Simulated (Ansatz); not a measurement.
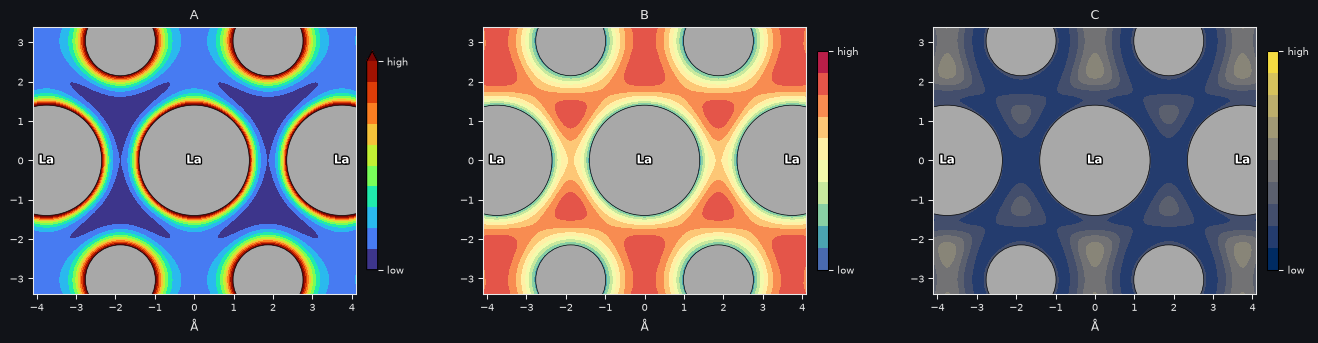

La: 3 fields on the (100) plane of the conventional cell, with unlabelled colour scales. Grey discs cover the atomic cores.

Space group P6₃/mmc.

Method: Ansatz, Kohn-Sham DFT of a periodic cell, PBE, Ansatz PAW.

Which field does each panel show? The fields are: electron localisation function, electrostatic potential energy of an electron and valence pseudo-density.

Panel A: valence pseudo-density. Panel B: electrostatic potential energy of an electron (low next to the atoms, rising into the space between them). Panel C: electron localisation function. From the grid: La–La (3.75 Å): ρ at the midpoint is about 0.09 e/Å³; the ELF is about 0.15 at the midpoint: no localised pair shows between them.
